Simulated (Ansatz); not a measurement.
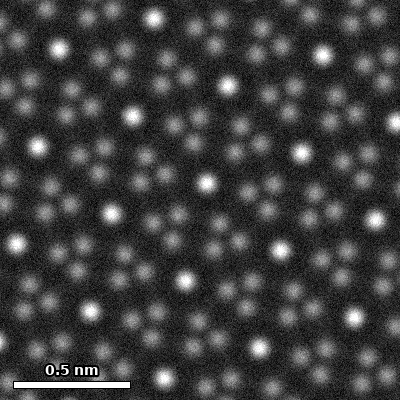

HRTEM-like image of Ge (Pm-3n, No. 223) along [111]. Simulated in the weak-phase-object approximation with neutral-atom potentials: 300 kV, Cs = −13 µm, defocus +61 Å (negative is underfocus), defocus spread 12 Å, aperture 1.52 1/Å. Shot noise was added. Model: the end point of a relaxation with DFT, LDA (PW92), plane waves (420 eV) with PAW, scalar-relativistic in Ansatz 0.2.0; the starting structure was generated, so it need not be a known form of this composition.

Question: What point resolution do these settings give, and which lattice spacings pass?

Answer: About 0.7 Å (0.66 |Cs|^(1/4) λ^(3/4) with λ = 0.0197 Å). The spacings that carry visible contrast are {211} at 2.16 Å, {321} at 1.41 Å, {440} at 0.93 Å, {532} at 0.86 Å.

Question: Do the atom columns appear dark or bright, and why?

Answer: Bright. With negative Cs and overfocus sin χ is positive over the pass band, so the strongest columns (Ge) come out brighter than the background.
